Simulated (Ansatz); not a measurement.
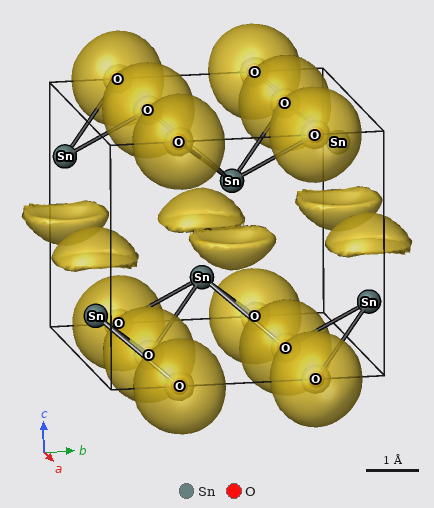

Figure 1: SnO. Isosurface of the ELF at 0.6 (yellow), seen slightly off an axis. Only the valence region is drawn (cores and ρ < 0.01 e/Å³ removed). Sticks mark near contacts.

Space group C2/m; changed on purpose from its base cell (equal xy, yz and zx shear strains of -1 %, PAW files); not relaxed (largest force 0.4 eV/Å); computed pressure about 4 GPa in this cell.

All numbers below come from DFT, PBE, PAW with Ansatz's default frozen-core files, scalar-relativistic (Ansatz).

In a PAW calculation such maps are meaningful between the atoms, not at the nuclei.

Input

```
crystal:
  lattice:
    - [3.802, -0.01901, -0.01901]
    - [-0.01901, 3.802, -0.01901]
    - [-0.02418, -0.02418, 4.836]
  atoms:
    - { symbol: Sn, position: [0.0, 0.5, 0.2385] }
    - { symbol: Sn, position: [0.5, 0.0, 0.7615] }
    - { symbol: O, position: [0.0, 0.0, 0.0] }
    - { symbol: O, position: [0.5, 0.5, 0.0] }
kpoints:
  mp_grid: { grid: [8, 8, 6] }
scf:
  occupations: { method: fermi_dirac, width: 0.01 }
hamiltonian:
  xc: pbe
  pseudopotentials: { kind: paw }
output:
  forces: true
  stress: true
  eigenvalues: true
  efg: { contact_densities: true }
  write_density: true
  write_potential: true
  elf: true
  volumetric_format: npy
```

Run with:

```sh
ansatz run input.yaml --threads 1 --pin off --max-ram 4096MiB --backend cpu --events-out ev --progress --plain --runs-dir out
```

Below, planes, directions and counts refer to the conventional cell (a = 5.35 Å, b = 5.40 Å, c = 4.84 Å, α = 90.00°, β = 90.81°, γ = 90.00°).

Q: Describe the localisation domains.

A: The surface consists of four lobes on Sn, pointing away from the bonds (lone pairs) and four regions wrapped around O (the valence shell of each), counted in one cell of 8 atoms. Any copies at cell faces, edges or corners count once.

Values along the shortest contacts:
Sn–O (2.21 Å): the ELF peaks at about 0.85 in the valence shell of O, 0.6 Å from its nucleus, and is about 0.20 at the midpoint (no localised pair shows between them).
